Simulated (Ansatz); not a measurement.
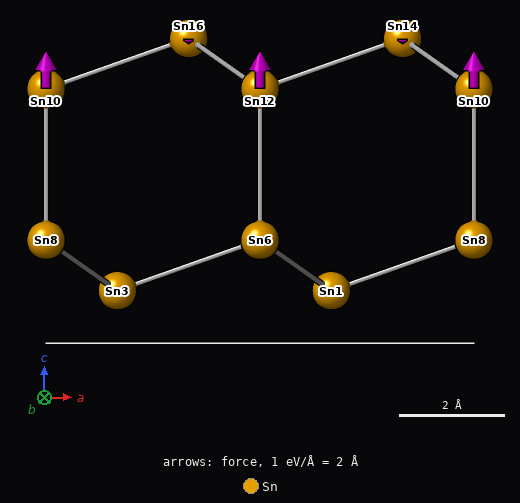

Starting geometry of a slab of composition Sn (cut from the Fd-3m phase) with the computed forces as purple arrows. A ball-and-stick model of the cell of the calculation, outlined in the plane, without the vacuum, seen along the b axis.

Case: clean slab, lower planes held. The slab is the (1 1 1) face of Sn. 8 atoms are held fixed.

Method: Ansatz, DFT PBE, scalar-relativistic, plane waves, PAW. Settings: plane-wave cutoff 420 eV; k-point mesh 3 × 3 × 1; occupations gaussian; smearing width 0.1 eV; no spin polarisation; dipole correction; atoms relaxed in a fixed cell; force threshold 0.03 eV/Å; at most 70 steps.

Question: What follows when this structure is relaxed?

Answer: It isn't relaxed: the largest force vector, on Sn atoms, is 0.38 eV/Å. The final displacements follow the starting forces only in part (cosine between the two patterns 0.77). Over 2 geometry steps the energy falls by 68.2 meV per cell of the calculation. Largest force component: 0.38 eV/Å at the start, 0.016 eV/Å at the end. The largest moves, 0.11 Å, are those of Sn atoms. The cell doesn't change. Near-neighbour distances that change, for instance: Sn–Sn 2.882 → 2.993 Å, Sn–Sn 2.882 → 2.867 Å. Cost: 73 s on 4 threads of Arm Neoverse V1, on a shared host, peak memory 2.8 GiB.
